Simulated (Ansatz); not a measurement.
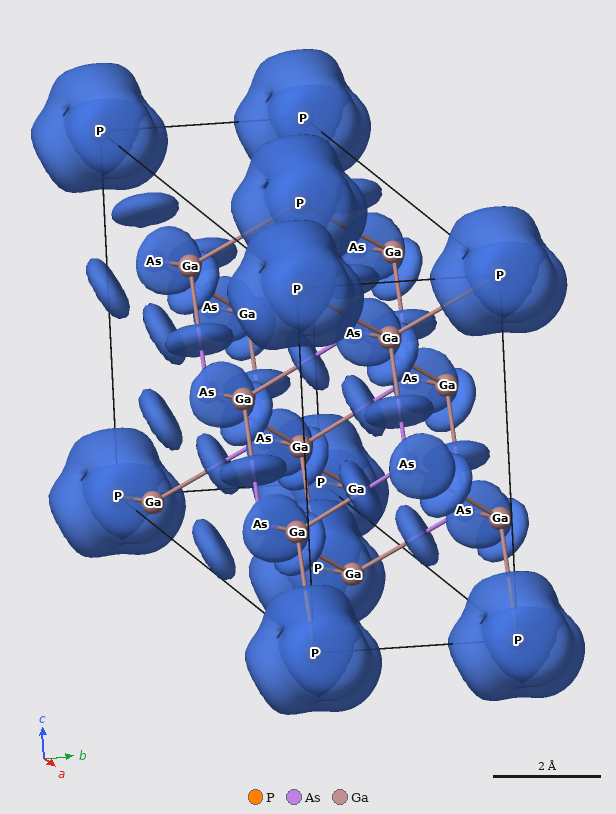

*Ga₄As₃P. Isosurface of the electron localisation function at 0.7 (blue), seen slightly off an axis. Core shells and regions of very low density are left out. Sticks mark near contacts.*

Space group Cm; started from the ordered alloy on zincblende lattice prototype, which need not be the ambient phase; computed pressure about 3 GPa in this cell.

Method: Ansatz 0.2.0, DFT, PBE with spin-orbit coupling, plane waves, PAW.

Question: Where are the electrons localised?

Answer: At this value the surface marks out 24 regions between bonded As–Ga atoms (shared pairs) and two regions on P in which the atom's valence shell and bonds are merged, counted in one cell of 16 atoms. Any copies at cell faces, edges or corners count once.

Values along the shortest contacts:
Ga–P (2.37 Å): the ELF peaks at about 0.90 in the valence shell of P, 0.8 Å from its nucleus, and is about 0.75 at the midpoint. Ga–As (2.43 Å): the ELF peaks at about 0.80 between the atoms; a shared electron pair.

Question: Does the calculation make it a metal, or give it a gap?

Answer: It is gapped, with a Kohn–Sham gap of 0.66 eV on the k-point mesh (the band edges may lie off the mesh, which would make the gap smaller).
